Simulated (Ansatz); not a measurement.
## Electronic structure of MoSe in real space

```
Mo Se
1.0
     4.13940    0.00000    0.00000
    -2.06970    3.58483    0.00000
     0.00000    0.00000    5.13392
Mo Se
2 2
Direct
  0.00000 0.00000 0.00000
  0.00000 0.00000 0.50000
  0.33333 0.66667 0.25000
  0.66667 0.33333 0.75000
```

Space group P6₃/mmc; started from the NiAs prototype, which need not be the ambient phase; changed on purpose from its base cell (volume × 1.040); computed pressure about −5 GPa in this cell; spin-polarised.

These are results of Ansatz 0.2.0, DFT PBE, scalar-relativistic, plane waves, PAW, not measurements.

In a PAW calculation such maps are meaningful between the atoms, not at the nuclei.

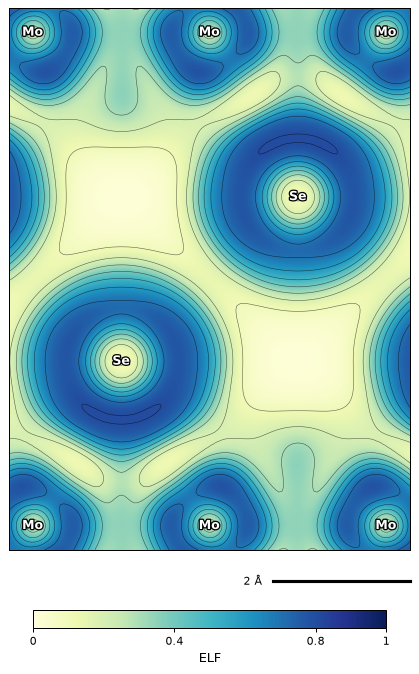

Figure 1. ELF on the (110) plane of the conventional cell.

### What does the map show?

Atoms in the plane: Mo and Se. Mo–Mo (2.57 Å): the ELF is about 0.35 at the midpoint. Mo–Se (2.71 Å): the ELF is about 0.35 at the midpoint. The features right at Mo lie inside the PAW spheres, where the map follows smoothed inner orbitals and isn't to be read closely.

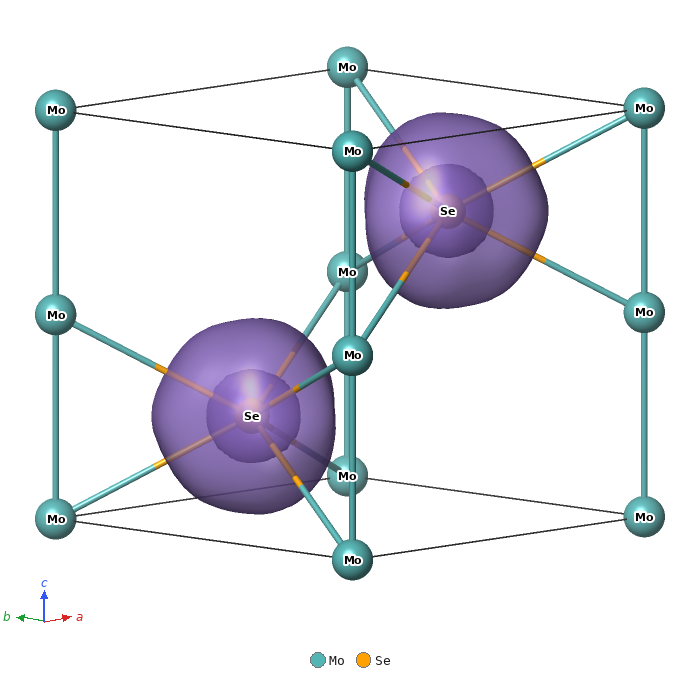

Figure 2. Isosurface of the ELF at 0.65 (purple), seen at an oblique angle. Only the valence region is drawn (cores and ρ < 0.01 e/Å³ removed). Sticks mark near contacts.

### Where are the electrons localised?

At this value the surface marks out two regions wrapped around Se (the valence shell of each), counted in one cell of 4 atoms. Regions shared between cells count once.

### Does the calculation make it a metal, or give it a gap?

It is gapless in this calculation (a metal or semimetal); semilocal functionals without U, or without the true magnetic order, often close the gap of such compounds.
